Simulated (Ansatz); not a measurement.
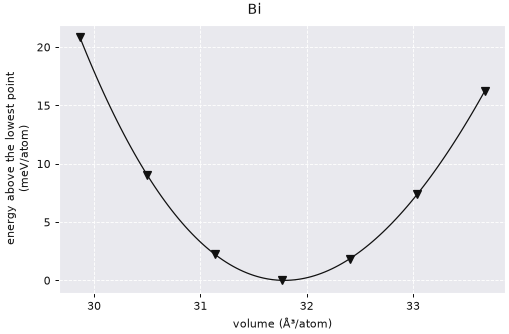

The picture above shows the energy above the lowest point against volume for Bi, space group Fm-3m (No. 225) (one of a set of cubic test structures, which need not be the stable phase).

How it was computed, with Ansatz 0.2.0 development build: equation of state of a cubic crystal from periodic Kohn-Sham density functional theory without spin, third-order Birch-Murnaghan fit to the free energies; pressure corrected for the finite basis. Level: PBE, no spin-orbit coupling.

```csv
setting,value
structure type,fcc
atoms in cell,1
space group number,225
lattice centring,face-centred primitive
k mesh,19×19×19
occupation method,Fermi–Dirac
occupation width,0.06123 eV
wave cutoff,700 eV
datasets,hard PAW
density tolerance,1e-09 eV
bands,16
density cutoff ratio,4
search for lower states,default
```

From this curve and the settings, what does the calculation give for the pressure at the same points?

The pressure falls from 3.683 GPa at volume 29.86 Å³/atom to −2.623 GPa at 33.68 Å³/atom, and changes sign near 31.79 Å³/atom.

```
volume (Å³/atom)  pressure (GPa)
           29.86           3.683
           30.50           2.327
           31.14           1.117
           31.77           0.030
           32.41          -0.950
           33.04          -1.833
           33.68          -2.623
```

Keep in mind: cubic model structure, not the ambient form; no spin-orbit coupling with 6p elements.
